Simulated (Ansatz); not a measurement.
# Single-point calculation of Si96C96 (part 1 of 2)

- system: Si96C96 (192 atoms in the cell)
- method: DFT, HSE06, PAW, plane waves (Ansatz 0.2.0)

The structure was built on a prototype by a generator.

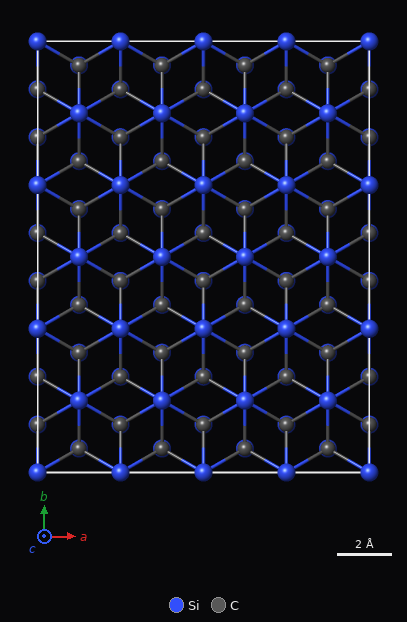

*The input geometry (ball-and-stick view of the cell of the calculation, along the c axis).*

Near neighbours in the crystal (not all of them lie inside the picture): Si has 4 C at 1.88 to 1.89 Å; C has 4 Si at 1.88 to 1.89 Å.

**Input file**
```yaml
crystal:
  lattice:
    - [12.312272, 0.000000, 0.000000]
    - [0.000000, 15.994110, 0.000000]
    - [0.000000, 0.000000, 10.075947]
  atoms:
    - { symbol: Si, position: [0.000000, 0.000000, 0.499840] }
    - { symbol: Si, position: [0.250000, 0.000000, 0.499840] }
    - { symbol: Si, position: [0.125000, 0.166667, 0.499840] }
    - { symbol: Si, position: [0.000000, 0.333333, 0.499840] }
    - { symbol: Si, position: [0.500000, 0.000000, 0.499840] }
    - { symbol: Si, position: [0.375000, 0.166667, 0.499840] }
    - { symbol: Si, position: [0.250000, 0.333333, 0.499840] }
    - { symbol: Si, position: [0.125000, 0.500000, 0.499840] }
    - { symbol: Si, position: [0.000000, 0.666667, 0.499840] }
    - { symbol: Si, position: [0.750000, 0.000000, 0.499840] }
    - { symbol: Si, position: [0.625000, 0.166667, 0.499840] }
    - { symbol: Si, position: [0.500000, 0.333333, 0.499840] }
    - { symbol: Si, position: [0.375000, 0.500000, 0.499840] }
    - { symbol: Si, position: [0.250000, 0.666667, 0.499840] }
    - { symbol: Si, position: [0.125000, 0.833333, 0.499840] }
    - { symbol: Si, position: [0.875000, 0.166667, 0.499840] }
    - { symbol: Si, position: [0.750000, 0.333333, 0.499840] }
    - { symbol: Si, position: [0.625000, 0.500000, 0.499840] }
    - { symbol: Si, position: [0.500000, 0.666667, 0.499840] }
    - { symbol: Si, position: [0.375000, 0.833333, 0.499840] }
    - { symbol: Si, position: [0.875000, 0.500000, 0.499840] }
    - { symbol: Si, position: [0.750000, 0.666667, 0.499840] }
    - { symbol: Si, position: [0.625000, 0.833333, 0.499840] }
    - { symbol: Si, position: [0.875000, 0.833333, 0.499840] }
    - { symbol: Si, position: [0.000000, 0.111111, 0.249912] }
    - { symbol: Si, position: [0.250000, 0.111111, 0.249912] }
    - { symbol: Si, position: [0.125000, 0.277778, 0.249912] }
    - { symbol: Si, position: [0.000000, 0.444444, 0.249912] }
    - { symbol: Si, position: [0.500000, 0.111111, 0.249912] }
    - { symbol: Si, position: [0.375000, 0.277778, 0.249912] }
    - { symbol: Si, position: [0.250000, 0.444444, 0.249912] }
    - { symbol: Si, position: [0.125000, 0.611111, 0.249912] }
    - { symbol: Si, position: [0.000000, 0.777778, 0.249912] }
    - { symbol: Si, position: [0.750000, 0.111111, 0.249912] }
    - { symbol: Si, position: [0.625000, 0.277778, 0.249912] }
    - { symbol: Si, position: [0.500000, 0.444444, 0.249912] }
    - { symbol: Si, position: [0.375000, 0.611111, 0.249912] }
    - { symbol: Si, position: [0.250000, 0.777778, 0.249912] }
    - { symbol: Si, position: [0.125000, 0.944444, 0.249912] }
    - { symbol: Si, position: [0.875000, 0.277778, 0.249912] }
    - { symbol: Si, position: [0.750000, 0.444444, 0.249912] }
    - { symbol: Si, position: [0.625000, 0.611111, 0.249912] }
    - { symbol: Si, position: [0.500000, 0.777778, 0.249912] }
    - { symbol: Si, position: [0.375000, 0.944444, 0.249912] }
    - { symbol: Si, position: [0.875000, 0.611111, 0.249912] }
    - { symbol: Si, position: [0.750000, 0.777778, 0.249912] }
    - { symbol: Si, position: [0.625000, 0.944444, 0.249912] }
    - { symbol: Si, position: [0.875000, 0.944444, 0.249912] }
    - { symbol: Si, position: [0.125000, 0.055556, 0.749912] }
    - { symbol: Si, position: [0.000000, 0.222222, 0.749912] }
    - { symbol: Si, position: [0.375000, 0.055556, 0.749912] }
    - { symbol: Si, position: [0.250000, 0.222222, 0.749912] }
    - { symbol: Si, position: [0.125000, 0.388889, 0.749912] }
    - { symbol: Si, position: [0.000000, 0.555556, 0.749912] }
    - { symbol: Si, position: [0.625000, 0.055556, 0.749912] }
    - { symbol: Si, position: [0.500000, 0.222222, 0.749912] }
    - { symbol: Si, position: [0.375000, 0.388889, 0.749912] }
    - { symbol: Si, position: [0.250000, 0.555556, 0.749912] }
    - { symbol: Si, position: [0.125000, 0.722222, 0.749912] }
    - { symbol: Si, position: [0.000000, 0.888889, 0.749912] }
    - { symbol: Si, position: [0.875000, 0.055556, 0.749912] }
    - { symbol: Si, position: [0.750000, 0.222222, 0.749912] }
    - { symbol: Si, position: [0.625000, 0.388889, 0.749912] }
    - { symbol: Si, position: [0.500000, 0.555556, 0.749912] }
    - { symbol: Si, position: [0.375000, 0.722222, 0.749912] }
    - { symbol: Si, position: [0.250000, 0.888889, 0.749912] }
    - { symbol: Si, position: [0.875000, 0.388889, 0.749912] }
    - { symbol: Si, position: [0.750000, 0.555556, 0.749912] }
    - { symbol: Si, position: [0.625000, 0.722222, 0.749912] }
    - { symbol: Si, position: [0.500000, 0.888889, 0.749912] }
    - { symbol: Si, position: [0.875000, 0.722222, 0.749912] }
    - { symbol: Si, position: [0.750000, 0.888889, 0.749912] }
    - { symbol: Si, position: [0.000000, 0.000000, 0.999840] }
    - { symbol: Si, position: [0.250000, 0.000000, 0.999840] }
    - { symbol: Si, position: [0.125000, 0.166667, 0.999840] }
    - { symbol: Si, position: [0.000000, 0.333333, 0.999840] }
    - { symbol: Si, position: [0.500000, 0.000000, 0.999840] }
    - { symbol: Si, position: [0.375000, 0.166667, 0.999840] }
    - { symbol: Si, position: [0.250000, 0.333333, 0.999840] }
    - { symbol: Si, position: [0.125000, 0.500000, 0.999840] }
    - { symbol: Si, position: [0.000000, 0.666667, 0.999840] }
    - { symbol: Si, position: [0.750000, 0.000000, 0.999840] }
    - { symbol: Si, position: [0.625000, 0.166667, 0.999840] }
    - { symbol: Si, position: [0.500000, 0.333333, 0.999840] }
    - { symbol: Si, position: [0.375000, 0.500000, 0.999840] }
    - { symbol: Si, position: [0.250000, 0.666667, 0.999840] }
    - { symbol: Si, position: [0.125000, 0.833333, 0.999840] }
    - { symbol: Si, position: [0.875000, 0.166667, 0.999840] }
    - { symbol: Si, position: [0.750000, 0.333333, 0.999840] }
    - { symbol: Si, position: [0.625000, 0.500000, 0.999840] }
    - { symbol: Si, position: [0.500000, 0.666667, 0.999840] }
    - { symbol: Si, position: [0.375000, 0.833333, 0.999840] }
    - { symbol: Si, position: [0.875000, 0.500000, 0.999840] }
    - { symbol: Si, position: [0.750000, 0.666667, 0.999840] }
    - { symbol: Si, position: [0.625000, 0.833333, 0.999840] }
    - { symbol: Si, position: [0.875000, 0.833333, 0.999840] }
    - { symbol: C, position: [0.000000, 0.000000, 0.187303] }
    - { symbol: C, position: [0.250000, 0.000000, 0.187303] }
    - { symbol: C, position: [0.125000, 0.166667, 0.187303] }
    - { symbol: C, position: [0.000000, 0.333333, 0.187303] }
    - { symbol: C, position: [0.500000, 0.000000, 0.187303] }
    - { symbol: C, position: [0.375000, 0.166667, 0.187303] }
    - { symbol: C, position: [0.250000, 0.333333, 0.187303] }
    - { symbol: C, position: [0.125000, 0.500000, 0.187303] }
    - { symbol: C, position: [0.000000, 0.666667, 0.187303] }
    - { symbol: C, position: [0.750000, 0.000000, 0.187303] }
    - { symbol: C, position: [0.625000, 0.166667, 0.187303] }
    - { symbol: C, position: [0.500000, 0.333333, 0.187303] }
    - { symbol: C, position: [0.375000, 0.500000, 0.187303] }
    - { symbol: C, position: [0.250000, 0.666667, 0.187303] }
    - { symbol: C, position: [0.125000, 0.833333, 0.187303] }
    - { symbol: C, position: [0.875000, 0.166667, 0.187303] }
    - { symbol: C, position: [0.750000, 0.333333, 0.187303] }
    - { symbol: C, position: [0.625000, 0.500000, 0.187303] }
    - { symbol: C, position: [0.500000, 0.666667, 0.187303] }
    - { symbol: C, position: [0.375000, 0.833333, 0.187303] }
    - { symbol: C, position: [0.875000, 0.500000, 0.187303] }
    - { symbol: C, position: [0.750000, 0.666667, 0.187303] }
    - { symbol: C, position: [0.625000, 0.833333, 0.187303] }
    - { symbol: C, position: [0.875000, 0.833333, 0.187303] }
    - { symbol: C, position: [0.000000, 0.000000, 0.687303] }
    - { symbol: C, position: [0.250000, 0.000000, 0.687303] }
    - { symbol: C, position: [0.125000, 0.166667, 0.687303] }
    - { symbol: C, position: [0.000000, 0.333333, 0.687303] }
    - { symbol: C, position: [0.500000, 0.000000, 0.687303] }
    - { symbol: C, position: [0.375000, 0.166667, 0.687303] }
    - { symbol: C, position: [0.250000, 0.333333, 0.687303] }
    - { symbol: C, position: [0.125000, 0.500000, 0.687303] }
    - { symbol: C, position: [0.000000, 0.666667, 0.687303] }
    - { symbol: C, position: [0.750000, 0.000000, 0.687303] }
    - { symbol: C, position: [0.625000, 0.166667, 0.687303] }
    - { symbol: C, position: [0.500000, 0.333333, 0.687303] }
    - { symbol: C, position: [0.375000, 0.500000, 0.687303] }
    - { symbol: C, position: [0.250000, 0.666667, 0.687303] }
    - { symbol: C, position: [0.125000, 0.833333, 0.687303] }
    - { symbol: C, position: [0.875000, 0.166667, 0.687303] }
    - { symbol: C, position: [0.750000, 0.333333, 0.687303] }
    - { symbol: C, position: [0.625000, 0.500000, 0.687303] }
    - { symbol: C, position: [0.500000, 0.666667, 0.687303] }
    - { symbol: C, position: [0.375000, 0.833333, 0.687303] }
    - { symbol: C, position: [0.875000, 0.500000, 0.687303] }
    - { symbol: C, position: [0.750000, 0.666667, 0.687303] }
    - { symbol: C, position: [0.625000, 0.833333, 0.687303] }
    - { symbol: C, position: [0.875000, 0.833333, 0.687303] }
    - { symbol: C, position: [0.000000, 0.111111, 0.437945] }
    - { symbol: C, position: [0.250000, 0.111111, 0.437945] }
    - { symbol: C, position: [0.125000, 0.277778, 0.437945] }
    - { symbol: C, position: [0.000000, 0.444444, 0.437945] }
    - { symbol: C, position: [0.500000, 0.111111, 0.437945] }
    - { symbol: C, position: [0.375000, 0.277778, 0.437945] }
    - { symbol: C, position: [0.250000, 0.444444, 0.437945] }
    - { symbol: C, position: [0.125000, 0.611111, 0.437945] }
    - { symbol: C, position: [0.000000, 0.777778, 0.437945] }
    - { symbol: C, position: [0.750000, 0.111111, 0.437945] }
    - { symbol: C, position: [0.625000, 0.277778, 0.437945] }
    - { symbol: C, position: [0.500000, 0.444444, 0.437945] }
    - { symbol: C, position: [0.375000, 0.611111, 0.437945] }
    - { symbol: C, position: [0.250000, 0.777778, 0.437945] }
    - { symbol: C, position: [0.125000, 0.944444, 0.437945] }
    - { symbol: C, position: [0.875000, 0.277778, 0.437945] }
    - { symbol: C, position: [0.750000, 0.444444, 0.437945] }
    - { symbol: C, position: [0.625000, 0.611111, 0.437945] }
    - { symbol: C, position: [0.500000, 0.777778, 0.437945] }
    - { symbol: C, position: [0.375000, 0.944444, 0.437945] }
    - { symbol: C, position: [0.875000, 0.611111, 0.437945] }
    - { symbol: C, position: [0.750000, 0.777778, 0.437945] }
    - { symbol: C, position: [0.625000, 0.944444, 0.437945] }
    - { symbol: C, position: [0.875000, 0.944444, 0.437945] }
    - { symbol: C, position: [0.125000, 0.055556, 0.937945] }
    - { symbol: C, position: [0.000000, 0.222222, 0.937945] }
    - { symbol: C, position: [0.375000, 0.055556, 0.937945] }
    - { symbol: C, position: [0.250000, 0.222222, 0.937945] }
    - { symbol: C, position: [0.125000, 0.388889, 0.937945] }
    - { symbol: C, position: [0.000000, 0.555556, 0.937945] }
    - { symbol: C, position: [0.625000, 0.055556, 0.937945] }
    - { symbol: C, position: [0.500000, 0.222222, 0.937945] }
    - { symbol: C, position: [0.375000, 0.388889, 0.937945] }
    - { symbol: C, position: [0.250000, 0.555556, 0.937945] }
    - { symbol: C, position: [0.125000, 0.722222, 0.937945] }
    - { symbol: C, position: [0.000000, 0.888889, 0.937945] }
    - { symbol: C, position: [0.875000, 0.055556, 0.937945] }
    - { symbol: C, position: [0.750000, 0.222222, 0.937945] }
    - { symbol: C, position: [0.625000, 0.388889, 0.937945] }
    - { symbol: C, position: [0.500000, 0.555556, 0.937945] }
    - { symbol: C, position: [0.375000, 0.722222, 0.937945] }
    - { symbol: C, position: [0.250000, 0.888889, 0.937945] }
    - { symbol: C, position: [0.875000, 0.388889, 0.937945] }
    - { symbol: C, position: [0.750000, 0.555556, 0.937945] }
    - { symbol: C, position: [0.625000, 0.722222, 0.937945] }
    - { symbol: C, position: [0.500000, 0.888889, 0.937945] }
    - { symbol: C, position: [0.875000, 0.722222, 0.937945] }
    - { symbol: C, position: [0.750000, 0.888889, 0.937945] }
  symmetry: { detect: false }
kpoints:
  mp_grid: { grid: [1, 1, 1], shift: [0.25, 0.25, 0.25] }
hamiltonian:
  xc: hse06
scf:
  occupations: { method: fermi_dirac, width: 0.01 }
output:
  forces: true
  eigenvalues: true
  populations: true
  eigenstates: { kpoints: [[0.25, 0.25, 0.25]], e_range: [-6.0, 6.0], localisation: true }
```

Machine: 8 CPU threads, shared host.

**Log**
```
Pseudopotentials: kind: paw
Functional definition: HSE06
  parameter a = 0.25
  parameter omega = 0.11/bohr
  exchange = pbe_x - a*pbe_x_sr(omega) + a*exact_x_sr(omega)
  correlation = pbe_c
Crystal: 192 atoms, lattice volume = 1984.194 Å³
Basis set: ecut = 420 eV, 38873 PW (Γ), exchange–correlation on 180×216×144 points (8 copies of the dense FFT grid, shifted against one another)
Bands: 576, of which v1, the nominal top of the filled ones, is band 384 counted from 1 (383 counted from 0)
Symmetry: 1 space group operations
k-points: 1
Non-local potential: Si, projectors of the file, l = 0: 2, l = 1: 2, l = 2: 2
Non-local potential: C, projectors of the file, l = 0: 2, l = 1: 2, l = 2: 1
PAW form: soft (Blöchl's): semilocal exchange-correlation on the pseudo side does not see the compensation charge
PAW frozen core: Si, regenerated for the run's functional, and the local potential with it (the file was generated under x = pbe(κ = 0.804, μ = 0.2195149727645171), c = pbe(β = 0.06672455060314922))
PAW frozen core: C, regenerated for the run's functional, and the local potential with it (the file was generated under x = pbe(κ = 0.804, μ = 0.2195149727645171), c = pbe(β = 0.06672455060314922))
PAW one-centre angular grid: Si, 110 points (default); XC on 64 Gauss nodes
PAW one-centre angular grid: C, 110 points (default); XC on 64 Gauss nodes
Initial density: superposition of atomic densities (neutral atoms: chi_scale 0, normalization atom), corrected by the library's trained network
Initial wavefunctions: pseudopotential atomic-orbital guess
Functional: x = pbe(κ = 0.804, μ = 0.2195149727645171), c = pbe(β = 0.06672455060314922), warm-up for x = pbe(κ = 0.804, μ = 0.2195149727645171) + 0.25 (exact − pbe) at short range (hse, ω = 0.20786987370883472 Å⁻¹), c = pbe(β = 0.06672455060314922); HSE06 as pw.x's `hse` composes it (authors' and Libxc's form: `xc: wpbeh`)
SCF iter   1: F=—  HF=-85166.826975 eV  |F-HF|=—  |Δ(HF+E_count)|=         —  Δρ=2.42e-3  dr2=1.18e-1  ethr=1.77e-3  ⟨swp⟩=14.0  Hψ=3327  notcnv=0
preconditioner: auto → none  [insulator: Δε(μ)=2.609 eV  Ē_g=11.920 eV  σ=0.010 eV  W_gap=1.00  n_scr=432 (ndim 8)  ℏωp=23.1 eV  f_vac=0.000  D(μ)=0.00/eV (n_scr^D=0)]
iter 2 solved again at ethr=1.12e-6 eV; its pass at ethr=1.54e-5 eV (dr2=8.60e-3 eV) is discarded
SCF iter   2: F=—  HF=-85166.826607 eV  |F-HF|=—  |Δ(HF+E_count)|=   3.67e-4  Δρ=8.22e-4  dr2=8.72e-3  ethr=1.12e-6  ⟨swp⟩=10.0  Hψ=3244  notcnv=0  defer=12
SCF iter   3: F=-85166.831644 eV  HF=-85166.830928 eV  |F-HF|=7.16e-4  |Δ(HF+E_count)|=   4.32e-3  Δρ=2.33e-4  dr2=5.11e-4  ethr=1.12e-6  ⟨swp⟩=20.0  Hψ=1438  notcnv=3  defer=2
SCF 1 stopped early in 3 iterations: F = -85166.831644 eV  dr2 = 5.11e-4
  greatest PAW one-centre occupation: 0.646 electrons in one spin orbital (limit 2), on the C atom at site 181 (counted from 0), in its partial waves of l = 0
Initial density: handed on by an earlier stage of this run
Initial wavefunctions: those handed on with the density
Functional: x = pbe(κ = 0.804, μ = 0.2195149727645171) + 0.25 (exact − pbe) at short range (hse, ω = 0.20786987370883472 Å⁻¹), c = pbe(β = 0.06672455060314922); HSE06 as pw.x's `hse` composes it (authors' and Libxc's form: `xc: wpbeh`)
Exchange kernel: α = 0.2500, screened, ω = 0.2079 Å⁻¹, Wigner–Seitz truncation, v(0) = 974.4067 eV·Å³, q-mesh 1×1×1, nearest image of the exchange supercell L = 10.08 Å, pair-density grid 60×75×48, without the augmentation charges, whose exchange is taken in its separable form (sized by the pseudopotential files, 81×108×72 at the most), smooth part of the exchange summed in real space on grids 54×
Frozen-core exchange: fock
SCF iter   1: F=—  HF=-85228.202564 eV  |F-HF|=—  |Δ(HF+E_count)|=         —  Δρ=5.57e-3  dr2=3.62e-1  ethr=6.66e-7  ⟨swp⟩=12.0  Hψ=3469  notcnv=0
preconditioner: auto → none  [insulator: Δε(μ)=3.557 eV  Ē_g=13.695 eV  σ=0.010 eV  W_gap=1.00  n_scr=432 (ndim 8)  ℏωp=23.1 eV  f_vac=0.000  D(μ)=0.00/eV (n_scr^D=0)]
SCF iter   2: F=—  HF=-85228.063406 eV  |F-HF|=—  |Δ(HF+E_count)|=   1.39e-1  Δρ=2.56e-3  dr2=8.41e-2  ethr=6.66e-7  ⟨swp⟩=4.0  Hψ=2004  notcnv=0
SCF iter   3: F=—  HF=-85228.280594 eV  |F-HF|=—  |Δ(HF+E_count)|=   2.17e-1  Δρ=6.96e-4  dr2=1.05e-2  ethr=6.66e-7  ⟨swp⟩=6.0  Hψ=2306  notcnv=0
SCF iter   4: F=—  HF=-85228.277817 eV  |F-HF|=—  |Δ(HF+E_count)|=   2.78e-3  Δρ=2.59e-4  dr2=2.75e-3  ethr=6.66e-7  ⟨swp⟩=4.0  Hψ=1401  notcnv=0
SCF iter   5: F=—  HF=-85228.277287 eV  |F-HF|=—  |Δ(HF+E_count)|=   5.30e-4  Δρ=6.68e-5  dr2=7.85e-4  ethr=2.54e-7  ⟨swp⟩=3.0  Hψ=1216  notcnv=0
SCF iter   6: F=—  HF=-85228.280108 eV  |F-HF|=—  |Δ(HF+E_count)|=   2.82e-3  Δρ=1.07e-4  dr2=2.51e-4  ethr=6.21e-8  ⟨swp⟩=6.0  Hψ=1730  notcnv=0
SCF iter   7: F=-85228.280014 eV  HF=-85228.280035 eV  |F-HF|=2.15e-5  |Δ(HF+E_count)|=   7.23e-5  Δρ=2.77e-5  dr2=3.86e-5  ethr=3.12e-8  ⟨swp⟩=3.0  Hψ=964  notcnv=0
SCF 2 stopped early in 7 iterations: F = -85228.280014 eV  dr2 = 3.86e-5
  Residual-converged pass: ⟨swp⟩=4.0  Hψ=1586  notcnv=0  max |occ|·‖R‖ = 5.9e-6 eV (tolerance 6.7e-6 eV)  dr2=3.75e-5  dr2_onsite=2.08e-7  max |Δocc| = 0.0e0
  greatest PAW one-centre occupation: 0.647 electrons in one spin orbital (limit 2), on the C atom at site 182 (counted from 0), in its partial waves of l = 0
hybrid outer 1: dexx = +2.596e-1 eV, tail = 1.36e-4 eV
SCF iter   1: F=—  HF=-85228.278117 eV  |F-HF|=—  |Δ(HF+E_count)|=         —  Δρ=1.37e-5  dr2=1.92e-5  ethr=8.88e-8  ⟨swp⟩=15.0  Hψ=1691  notcnv=0
preconditioner: auto → none  [insulator: Δε(μ)=3.587 eV  Ē_g=13.705 eV  σ=0.010 eV  W_gap=1.00  n_scr=432 (ndim 8)  ℏωp=23.1 eV  f_vac=0.000  D(μ)=0.00/eV (n_scr^D=0)]
SCF iter   2: F=—  HF=-85228.278116 eV  |F-HF|=—  |Δ(HF+E_count)|=   1.80e-6  Δρ=4.98e-6  dr2=2.04e-6  ethr=2.34e-9  ⟨swp⟩=3.0  Hψ=1198  notcnv=0
SCF iter   3: F=—  HF=-85228.278117 eV  |F-HF|=—  |Δ(HF+E_count)|=   8.45e-7  Δρ=4.63e-6  dr2=4.22e-7  ethr=2.47e-10  ⟨swp⟩=15.0  Hψ=1522  notcnv=0  defer=5
SCF iter   4: F=-85228.278116 eV  HF=-85228.278116 eV  |F-HF|=1.31e-9  |Δ(HF+E_count)|=   8.54e-8  Δρ=2.17e-6  dr2=4.30e-8  ethr=5.01e-11  ⟨swp⟩=7.0  Hψ=1280  notcnv=0  defer=2
SCF 3 converged in 4 iterations: F = -85228.278116 eV  dr2 = 4.30e-8
  Residual-converged pass: ⟨swp⟩=3.0  Hψ=988  notcnv=0  max |occ|·‖R‖ = 4.2e-6 eV (tolerance 4.4e-6 eV)  dr2=4.13e-8  dr2_onsite=1.69e-9  max |Δocc| = 0.0e0
  greatest PAW one-centre occupation: 0.647 electrons in one spin orbital (limit 2), on the C atom at site 178 (counted from 0), in its partial waves of l = 0
```

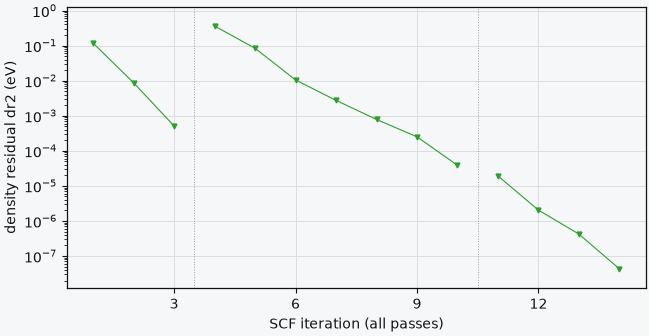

*Convergence of the self-consistent field: density residual dr2 against the SCF iteration. The run starts with a semilocal functional; after that each stretch between dotted lines is one SCF of the hybrid functional between two exact rebuilds of the exchange operator by the outer loop. Early passes are stopped at a loose threshold.*

The passes take 3, 7 and 4 iterations.

```
hybrid outer 2: dexx = +1.371e-6 eV, tail = 9.32e-8 eV, Δε = 6.36e-4 eV (about 2.29e-5 eV left of the loop's levels), ΔF = 2.09e-3 eV/Å (tail 3.61e-4)
NSCF: frozen V_eff on 1 k-points
hybrid SCF converged: 2 outer / 11 inner (+3 warm-up), last move |dexx| = 1.37e-6 eV, tail = 9.32e-8 eV
Stability not checked: this state was not tested for a lower state beside it, because the functional holds exact exchange (a hybrid, or Hartree-Fock), whose exchange loop this test does not read (fock_operator; see scf.lower_state_search)
Free energy (F): -85228.278117 eV
Harris-Foulkes:  -85228.278117 eV  (|F-HF|=1.31e-9)
Internal energy: -85228.278117 eV  (E = F + TS)
E sigma→0 (E₀):  -85228.278117 eV
Fermi energy:    10.647764 eV
--- Per-component energies (eV) ---
  E_band       = 1844.013418
  E_kinetic    = 13032.673940
  E_local      = -9947.811738  (includes V_loc(G=0)·N_el)
  E_nonlocal   = 4854.633761
  E_hartree    = 3103.729883
  E_xc         = -8231.657760
  E_vxc        = -8484.850719  (∫ρ·V_xc dr)
  E_exx        = -1459.792874  (= α·E_x^exact, valence–valence)
  E_paw        = -59243.099705  (= ΣΔE_a)
  E_vpaw       = -898.515154  (= ΣTr[D̂ρ^β])
  E_aug_tail   = 0.001200  (compensation charges beyond the density's cutoff)
  E_ewald      = -27329.626776
  E_core_change = -7.328120  (= ΣΔE_core)
  E_smearing   = -0.000000  (= −TS)
  E_closure    = 0.000071  (closes the sum)
  Σ components = -85228.278117   (vs F -85228.278117, Δ=0.00e0)
```
